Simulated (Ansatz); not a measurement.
Structure data:

```
P
1.0
     3.28373    0.00000    0.00000
     0.00000   34.85703    0.00000
     0.00000    0.00000    4.63208
P
4
Direct
  0.04307 0.47432 0.54897
  0.00000 0.52974 0.40785
  0.50000 0.52974 0.09215
  0.50000 0.47026 0.90785
```

> What would you see if this were drawn?

The element is phosphorus. The cell holds four atoms.

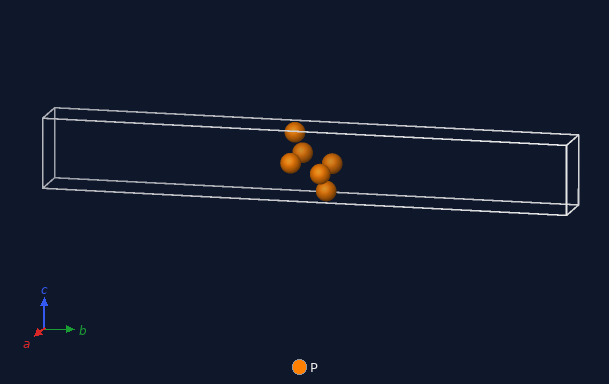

We look at a spheres-only model of the crystal slightly off an axis. Atoms at the boundary of the simulation cell (the box) are drawn once for each face, edge or corner they touch. Colours: phosphorus orange.

It goes back to a structure listed in the Materials Project. The cell was then strained or its atoms displaced on purpose. It was run through Ansatz as a DFT input.

At this level of theory the run's own cell isn't at rest (forces up to 2.7 eV/Å), so its distances can differ from those at equilibrium, the more so the softer the solid.
